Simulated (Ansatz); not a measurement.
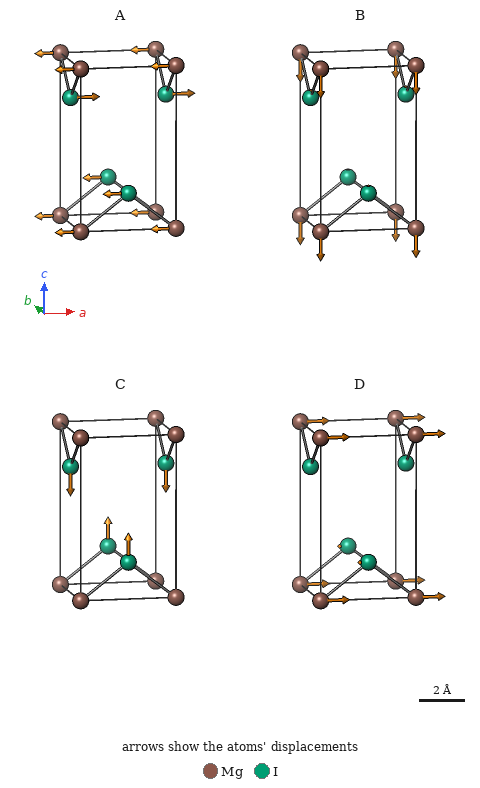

Four optical modes of crystalline MgI₂ (a generated structure) at the zone centre, in no order (one member of each degenerate set). Displacements are drawn as orange arrows; their common scale and sign are arbitrary. A ball-and-stick model of the cell of the calculation, seen slightly off an axis.

The calculation used DFT PBE, scalar-relativistic, plane waves, PAW in Ansatz. Settings: plane-wave cutoff 420 eV; k-point mesh 6 × 6 × 4; occupations fixed; no spin polarisation.

Frequencies are those without the non-analytic (LO–TO) term.

**Order them from the lowest to the highest frequency (imaginary ones first).**

A (38 cm⁻¹), C (94 cm⁻¹), D (207 cm⁻¹), B (290 cm⁻¹). A, E: All motion is along a; the I–Mg bond lengths don't change to first order, so for these it is a bending, tilting or sliding motion; the kinetic energy is shared as I 93 %, Mg 7 %. C, A₁: The Mg atoms stay at rest; all motion is along c; atoms of one kind move against one another, with no net shift of their sublattice. D, E: All motion is along a; it stretches the shortest I–Mg bonds (2.77 Å); the kinetic energy is shared as Mg 84 %, I 16 %. B, B₂: The Mg sublattice moves against the I sublattice, along c; the kinetic energy is shared as Mg 91 %, I 9 %.
